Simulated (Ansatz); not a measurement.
# Twisted silicene bilayer, 7.34° (244 atoms): taking the cell apart, part 3 of 3

Aim: the interaction energy between the two parts of twisted silicene bilayer, 7.34° (244 atoms) and its distance dependence.

Ansatz 0.2.0; Kohn-Sham DFT, PBEsol, PAW (set soft_2), plane waves.

So far. Step 6 (The upper part alone): The whole (-151521.134 eV) less the lower (-75715.284 eV) and the upper part (-75716.249 eV) leaves -89.601 eV. Step 7 (Upper part moved by +0.3 Å): Upper part moved by +0.3 Å: the energy stands 13.2 eV above that of the reference.

## Step 8: Upper part moved by -0.3 Å

Another point of the curve.

input.yaml reads:

```yaml
crystal:
  lattice:
    - [30.1476, 0.0, 0.0]
    - [-15.0738, 26.10859, 0.0]
    - [0.0, 0.0, 18.14]
  atoms:
    - { symbol: Si, position: [0.08114, 0.84863, 0.42459] }
    - { symbol: Si, position: [0.08986, 0.78779, 0.3499] }
    - { symbol: Si, position: [0.14509, 0.00878, 0.43701] }
    - { symbol: Si, position: [0.14572, 0.93411, 0.3964] }
    - { symbol: Si, position: [0.10586, 0.63682, 0.352] }
    - { symbol: Si, position: [0.11588, 0.57925, 0.43414] }
    [... 232 atom lines left out ...]
    - { symbol: Si, position: [0.57038, 0.02559, 0.60311] }
    - { symbol: Si, position: [0.56291, 0.94688, 0.57062] }
    - { symbol: Si, position: [0.65017, 0.17208, 0.56987] }
    - { symbol: Si, position: [0.6428, 0.09219, 0.54345] }
    - { symbol: Si, position: [0.63293, 0.93794, 0.56861] }
    - { symbol: Si, position: [0.62062, 0.85261, 0.56245] }
kpoints:
  mp_grid: { grid: [3, 3, 1] }
hamiltonian:
  xc: pbesol
scf:
  occupations: { method: fermi_dirac, width: 0.05 }
output:
  forces: true
  eigenvalues: true
```

Started as:

```sh
> ansatz run input.yaml --threads 11 --pin off --max-ram 102400MiB --backend cuda --events-out ev --progress --plain --runs-dir out
```

Numbers of over 12 decimals in the logs are rounded to 6 here.

Output:

```text
[...]
Pseudopotentials: kind: paw
Pseudopotential: Si, paw, valence charge 4, recommended cutoff 420 eV (normal), Si.paw.azcp
[... 3 lines on functional and potentials left out ...]
GPU FFT provider: cuFFT
GPU libraries: cuBLAS 13.8.2, cuFFT 12.4.0, cuSOLVER 12.3.4
Crystal: 244 atoms, lattice volume = 14278.199 Å³
Basis set: ecut = 420 eV, 279229 PW (Γ), exchange–correlation on 432×432×250 points (8 copies of the dense FFT grid, shifted against one another)
Bands: 732, of which v1, the nominal top of the filled ones, is band 488 counted from 1 (487 counted from 0)
Symmetry: 1 space group operations
Space group: P1 (ITA 1), of the structure as read, at distance tolerance 2.4e-4 Å
k-points: 5 of 9 (time reversal used)
[... 4 lines on functional and potentials left out ...]
Initial density: superposition of atomic densities (neutral atoms: chi_scale 0, normalization atom), corrected by the library's trained network
Initial wavefunctions: pseudopotential atomic-orbital guess
GPU buffer pool allocated for 5832000 grid points (all kernels)
GPU transforms: local potential and band sums: pruned to the plane-wave sphere, on 216×216×125
GPU projectors: by the tables: the GPU's memory has no room for the FFT box's points about the atoms
[...]
SCF iter   1: F=—  HF=-151494.253950 eV  |F-HF|=—  |Δ(HF+E_count)|=         —  Δρ=2.93e-3  dr2=9.07e0  ethr=1.77e-3  ⟨swp⟩=8.0  Hψ=22286  notcnv=0  defer=692
preconditioner: auto → LDOS  [metal: Δε(μ)=0.012 eV  Ē_g=7.491 eV  σ=0.050 eV  W_gap=0.06  n_scr=1288 (ndim 8)  ℏωp=9.7 eV  f_vac=0.582  D(μ)=76.06/eV (n_scr^D=232)  β→1.0]
[...]
SCF iter   9: F=—  HF=-151493.235879 eV  |F-HF|=—  |Δ(HF+E_count)|=   7.51e-7  Δρ=1.11e-6  dr2=5.68e-7  ethr=3.74e-10  ⟨swp⟩=2.4  Hψ=5472  notcnv=0  defer=825
SCF iter  10: F=-151493.235879 eV  HF=-151493.235879 eV  |F-HF|=5.53e-9  |Δ(HF+E_count)|=   3.74e-7  Δρ=3.54e-7  dr2=6.74e-8  ethr=1.02e-11  ⟨swp⟩=159.4  Hψ=33812  notcnv=0
SCF 1 converged in 10 iterations: F = -151493.235879 eV  dr2 = 6.74e-8
[...]
SCF converged after 10 iterations
Free energy (F): -151493.235879 eV
Harris-Foulkes:  -151493.235879 eV  (|F-HF|=5.53e-9)
Internal energy: -151492.473912 eV  (E = F + TS)
E sigma→0 (E₀):  -151492.854895 eV
Entropy (-TS):   -0.761967 eV (-3.123 meV/atom)
Fermi energy:    -0.964055 eV
--- Per-component energies (eV) ---
[...]
Σ components = -151493.235879   (vs F -151493.235879, Δ=0.00e0)
--- Forces (eV/Å), atoms counted from 1 ---
  atom   1  Si     0.49632362     0.45901444    -3.06459337
  atom   2  Si     0.11852564     0.03677926    -0.18430773
  atom   3  Si    -0.47236283     1.58500414    -2.87173717
  atom   4  Si    -0.20080363    -0.04151830    -0.41072587
[...]
atom 244  Si    -0.26211521     0.78755914     3.61253391
  max |Σ_I F_I| component: 8.42e-5 eV/Å
--- Band table (eV; the first three rows and the last of 5) ---
  k-point 0: bands = ["-14.2855", "-14.1582", "-14.0664", "-14.0396", [... 716 levels ...], "2.7602", "2.7882", "2.7932", "2.7994", "2.8126", "2.8185", "2.8303", "2.8453", "2.8604", "2.8620", "2.8685", "2.8818"]
[...]
```

The job ended after 95 s (1 × NVIDIA H100 80GB HBM3 with 11 threads of AMD EPYC 7R13 (Zen 3), shared host; peak memory 3.3 GiB).

The run was cut off at the time limit after its SCF loop had closed; no result of it is taken.

## Step 9: Upper part moved by +0.8 Å

Another point of the curve.

input.yaml, as its differences from that of step 8:

```diff
@@ -13,8 +13,8 @@
     [... 232 atom lines left out ...]
-    - { symbol: Si, position: [0.57038, 0.02559, 0.60311] }
-    - { symbol: Si, position: [0.56291, 0.94688, 0.57062] }
-    - { symbol: Si, position: [0.65017, 0.17208, 0.56987] }
-    - { symbol: Si, position: [0.6428, 0.09219, 0.54345] }
-    - { symbol: Si, position: [0.63293, 0.93794, 0.56861] }
-    - { symbol: Si, position: [0.62062, 0.85261, 0.56245] }
+    - { symbol: Si, position: [0.57038, 0.02559, 0.66375] }
+    - { symbol: Si, position: [0.56291, 0.94688, 0.63126] }
+    - { symbol: Si, position: [0.65017, 0.17208, 0.63051] }
+    - { symbol: Si, position: [0.6428, 0.09219, 0.60409] }
+    - { symbol: Si, position: [0.63293, 0.93794, 0.62925] }
+    - { symbol: Si, position: [0.62062, 0.85261, 0.62309] }
 kpoints:
```

Output:

```text
[...]
GPU FFT provider: cuFFT
GPU libraries: cuBLAS 13.8.2, cuFFT 12.4.0, cuSOLVER 12.3.4
Crystal: 244 atoms, lattice volume = 14278.199 Å³
Basis set: ecut = 420 eV, 279229 PW (Γ), exchange–correlation on 432×432×250 points (8 copies of the dense FFT grid, shifted against one another)
Bands: 732, of which v1, the nominal top of the filled ones, is band 488 counted from 1 (487 counted from 0)
Symmetry: 1 space group operations
[...]
k-points: 5 of 9 (time reversal used)
[...]
GPU buffer pool allocated for 5832000 grid points (all kernels)
[...]
SCF iter   1: F=—  HF=-151472.165258 eV  |F-HF|=—  |Δ(HF+E_count)|=         —  Δρ=2.67e-3  dr2=7.77e0  ethr=1.77e-3  ⟨swp⟩=8.0  Hψ=22821  notcnv=0  defer=606
[...]
SCF iter  10: F=—  HF=-151471.474782 eV  |F-HF|=—  |Δ(HF+E_count)|=   1.36e-7  Δρ=5.07e-7  dr2=1.35e-7  ethr=7.39e-11  ⟨swp⟩=2.0  Hψ=4815  notcnv=0  defer=745
SCF iter  11: F=-151471.474782 eV  HF=-151471.474782 eV  |F-HF|=1.07e-8  |Δ(HF+E_count)|=   9.11e-9  Δρ=2.29e-7  dr2=2.54e-8  ethr=1.02e-11  ⟨swp⟩=97.8  Hψ=26838  notcnv=0
SCF 1 converged in 11 iterations: F = -151471.474782 eV  dr2 = 2.54e-8
[...]
SCF converged after 11 iterations
Free energy (F): -151471.474782 eV
[...]
Internal energy: -151470.727382 eV  (E = F + TS)
E sigma→0 (E₀):  -151471.101082 eV
Entropy (-TS):   -0.747399 eV (-3.063 meV/atom)
Fermi energy:    -0.925925 eV
[...]
Σ components = -151471.474782   (vs F -151471.474782, Δ=0.00e0)
--- Forces (eV/Å), atoms counted from 1 ---
  atom   1  Si    -0.15464021     0.83371420     0.45820472
  atom   2  Si    -0.24544998    -0.25174094     0.67963987
  atom   3  Si     0.03820503    -0.39442477     0.87185645
  atom   4  Si     0.00458588    -0.06111835     0.49085998
[...]
atom 244  Si    -0.06180332     0.20667739    -0.44378902
  max |Σ_I F_I| component: 1.19e-5 eV/Å
--- Band table (eV; the first three rows and the last of 5) ---
[...]
```

Elapsed: 88 s, on 1 × NVIDIA H100 80GB HBM3 with 11 threads; peak memory 3.3 GiB.

Upper part moved by +0.8 Å: the energy stands 49.7 eV above that of the reference.

## Step 10: Upper part moved by +1.6 Å

Another point of the curve.

input.yaml, as its differences from that of step 9:

```diff
@@ -13,8 +13,8 @@
     [... 232 atom lines left out ...]
-    - { symbol: Si, position: [0.57038, 0.02559, 0.66375] }
-    - { symbol: Si, position: [0.56291, 0.94688, 0.63126] }
-    - { symbol: Si, position: [0.65017, 0.17208, 0.63051] }
-    - { symbol: Si, position: [0.6428, 0.09219, 0.60409] }
-    - { symbol: Si, position: [0.63293, 0.93794, 0.62925] }
-    - { symbol: Si, position: [0.62062, 0.85261, 0.62309] }
+    - { symbol: Si, position: [0.57038, 0.02559, 0.70785] }
+    - { symbol: Si, position: [0.56291, 0.94688, 0.67536] }
+    - { symbol: Si, position: [0.65017, 0.17208, 0.67461] }
+    - { symbol: Si, position: [0.6428, 0.09219, 0.64819] }
+    - { symbol: Si, position: [0.63293, 0.93794, 0.67335] }
+    - { symbol: Si, position: [0.62062, 0.85261, 0.66719] }
 kpoints:
```

Output:

```text
[...]
Pseudopotentials: kind: paw
Pseudopotential: Si, paw, valence charge 4, recommended cutoff 420 eV (normal), Si.paw.azcp
[...]
GPU FFT provider: cuFFT
GPU libraries: cuBLAS 13.8.2, cuFFT 12.4.0, cuSOLVER 12.3.4
Crystal: 244 atoms, lattice volume = 14278.199 Å³
Basis set: ecut = 420 eV, 279229 PW (Γ), exchange–correlation on 432×432×250 points (8 copies of the dense FFT grid, shifted against one another)
Bands: 732, of which v1, the nominal top of the filled ones, is band 488 counted from 1 (487 counted from 0)
Symmetry: 1 space group operations
Space group: P1 (ITA 1), of the structure as read, at distance tolerance 2.4e-4 Å
k-points: 5 of 9 (time reversal used)
[...]
Initial density: superposition of atomic densities (neutral atoms: chi_scale 0, normalization atom), corrected by the library's trained network
Initial wavefunctions: pseudopotential atomic-orbital guess
GPU buffer pool allocated for 5832000 grid points (all kernels)
GPU transforms: local potential and band sums: pruned to the plane-wave sphere, on 216×216×125
GPU projectors: by the tables: the GPU's memory has no room for the FFT box's points about the atoms
[...]
SCF iter   1: F=—  HF=-151442.666218 eV  |F-HF|=—  |Δ(HF+E_count)|=         —  Δρ=2.79e-3  dr2=3.78e0  ethr=1.77e-3  ⟨swp⟩=8.0  Hψ=21497  notcnv=0  defer=603
preconditioner: auto → LDOS  [metal: Δε(μ)=0.009 eV  Ē_g=6.555 eV  σ=0.050 eV  W_gap=0.05  n_scr=1288 (ndim 8)  ℏωp=9.7 eV  f_vac=0.481  D(μ)=70.41/eV (n_scr^D=226)  β→1.0]
[...]
SCF iter   8: F=—  HF=-151442.119258 eV  |F-HF|=—  |Δ(HF+E_count)|=   1.48e-6  Δρ=1.99e-6  dr2=1.52e-6  ethr=8.96e-10  ⟨swp⟩=2.0  Hψ=4828  notcnv=0  defer=729
SCF iter   9: F=—  HF=-151442.119259 eV  |F-HF|=—  |Δ(HF+E_count)|=   6.81e-7  Δρ=6.89e-7  dr2=2.23e-7  ethr=1.55e-10  ⟨swp⟩=2.0  Hψ=5010  notcnv=0  defer=729
```

It took 70 s on 1 × NVIDIA H100 80GB HBM3 with 11 threads; peak memory 3.3 GiB.

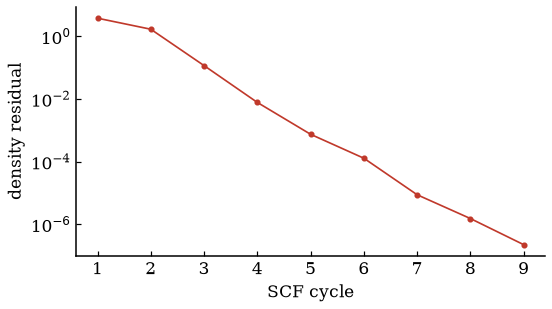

Residual by cycle in this run.

The run was cut off at its time limit.

After 9 cycles the residual stands at 2.2e-7.

## Step 11: Interaction energy

Whole cell less its two parts, each frozen at the geometry of the whole and solved in the same cell with the same functional, so that energy zeros cancel. The upper part is 'layer 2' and the lower part 'layer 1'. The nearest atoms of the two parts stand 2.33 Å apart. The face is 787.1 Å².

```tsv
functional	interaction energy (eV)	of it, the added dispersion term (eV)	per area (meV/Å²)	per area (J/m²)	per atom of the upper part (meV)
PBEsol	-89.601	-	-113.8	-1.82	-734.4
```

## Step 12: Energy against separation

The upper part is moved rigidly along the normal from its place in the reference.

```tsv
shift (Å)	energy change (eV)	per area (meV/Å²)	share of the binding lost (%)
+0.0	0.000	0.00	-
+0.3	13.243	16.82	15
+0.8	49.659	63.09	55
```

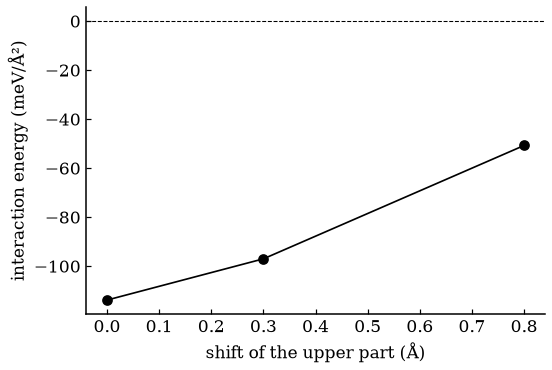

Interaction energy against the shift of the upper part; zero is the parts apart.

## Step 13: Levels of whole and parts

```tsv
cell	level spacing (eV)	vacuum level at the upper face, over the highest filled level, or over E_F where no gap is given (eV)	moment (μB)
whole	-	4.66	no spin
lower part	-	4.71	no spin
upper part	-	4.72	no spin
```

A dash marks a cell without a clear gap, or without a flat potential in the vacuum.

## Step 14: What came out

The parts bind with 113.8 meV/Å² (89.6 eV for the cell) at the level PBEsol, far more than van der Waals binding between intact sheets, and bonds of chemical length cross the interface. At +0.8 Å, 55 % of the binding is lost.

Caveats: The parts are frozen, so the energy of their deformation isn't counted. The relaxation stopped at its limit, so the geometry called relaxed here isn't at a minimum. 2 shifted cells gave no result. No correction is made for dipoles across the vacuum, and the parts also feel their periodic images through it. The reference functional has no dispersion term, which matters for the binding between molecules or layers.

The DFT runs together took 25 min of wall time.

[Logs are printed without paths, hosts, clocks, repeated set-up lines and the standing remarks that a program may print on its own settings, such as how far it seeks lower states.]

[Hosts, paths, dates, database ids (printed as entryN), source tags and the programs' standing remarks are cut or masked in the printed files.]
